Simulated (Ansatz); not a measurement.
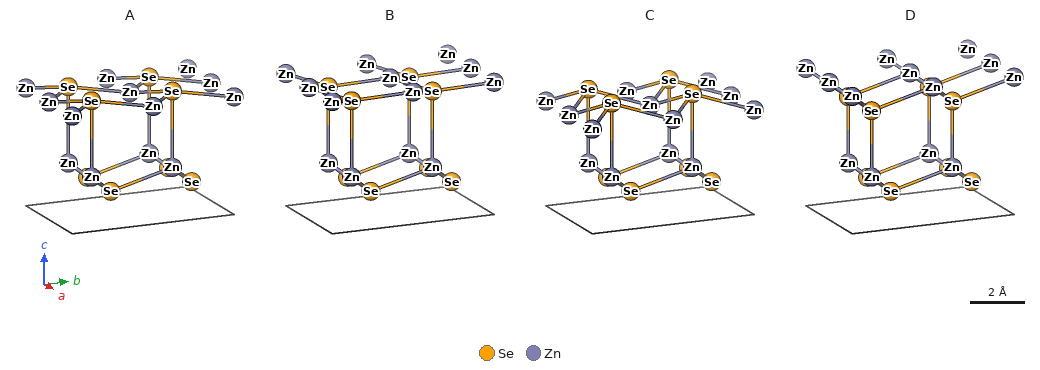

4 geometries from one constrained relaxation of a slab of composition ZnSe (cut from the F-43m phase), in shuffled order. Style: ball-and-stick. Shown: the cell of the calculation, outlined in the plane, without the vacuum (origin shifted), slightly off an axis.

Case: clean slab, lower planes held. The slab is the (1 1 1) face of ZnSe. 8 atoms are held fixed.

The calculation used Ansatz 0.2.0, DFT PBE, scalar-relativistic, plane waves, PAW. Settings: plane-wave cutoff 420 eV; k-point mesh 2 × 2 × 1; occupations gaussian; smearing width 0.05 eV; no spin polarisation; dipole correction; atoms relaxed in a fixed cell; force threshold 0.03 eV/Å; at most 70 steps.

Put them in the order of the run, from the start to the converged end.

D, B, A, C. They are steps 0, 4, 8, 13, at +1.640 eV per cell of the calculation, +0.554 eV per cell of the calculation, +0.343 eV per cell of the calculation relative to the last. After 13 geometry steps the energy has fallen by 1.640 eV per cell of the calculation. The largest force component goes from 1.5 to 0.00086 eV/Å. The forces were under the threshold at step 5, but the run went on from there. The largest moves, 1.22 Å, are those of Zn atoms. By element the largest moves are Zn 1.22 Å, Se 0.28 Å. The lattice vectors keep their values. Some distances before and after: Se–Zn 2.482 → 2.761 Å, Se–Zn 2.482 → 2.435 Å. Among the angles between lasting bonds that change: Zn–Se–Zn 109.5° → 73.9°, Zn–Se–Zn 109.5° → 112.7°, Se–Zn–Se 109.5° → 112.7°. Cost: 2.7 min on 4 threads of Intel(R) Xeon(R) Processor @ 2.50GHz (Skylake/Cascade Lake), with other jobs on the host, peak memory 1.9 GiB.
